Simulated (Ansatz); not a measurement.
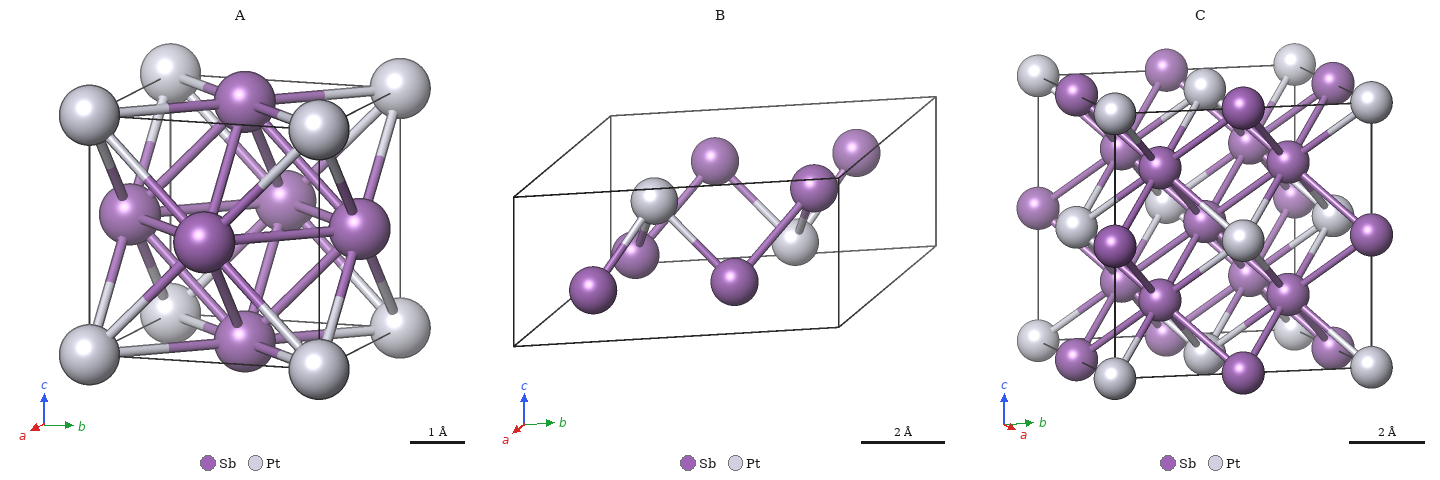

Three structures of Sb3Pt, each relaxed to rest (conventional cells in solid outline, small ones repeated, each panel with its own scale). Method: DFT PBE, scalar-relativistic, plane waves, PAW in Ansatz 0.2.0, without spin polarisation.

Name the structure in each panel.

A: Cu₃Au (L1₂) type, Pm-3m; B: 8 atoms a cell on a primitive hexagonal lattice, P6_3/mmc; C: D0₃ (BiF₃ or Fe₃Al type), Fm-3m.

Which of these is lowest in energy, and how far above it do the others lie?

B, then C (+291 meV/atom) and A (+302 meV/atom), energies at zero smearing.

Collect the results in a table.

| panel | structure | E − E(lowest) (meV/atom) | volume (Å³/atom) | gap (eV) |
| --- | --- | --- | --- | --- |
| B | P6_3/mmc | 0 | 26.2 | metal |
| C | Fm-3m | 291 | 23.4 | metal |
| A | Pm-3m | 302 | 23.6 | metal |

Some of these may be structure types tried for this composition rather than known phases, and the most stable form need not be among them. Gaps are taken on the k-mesh or band path of each run.
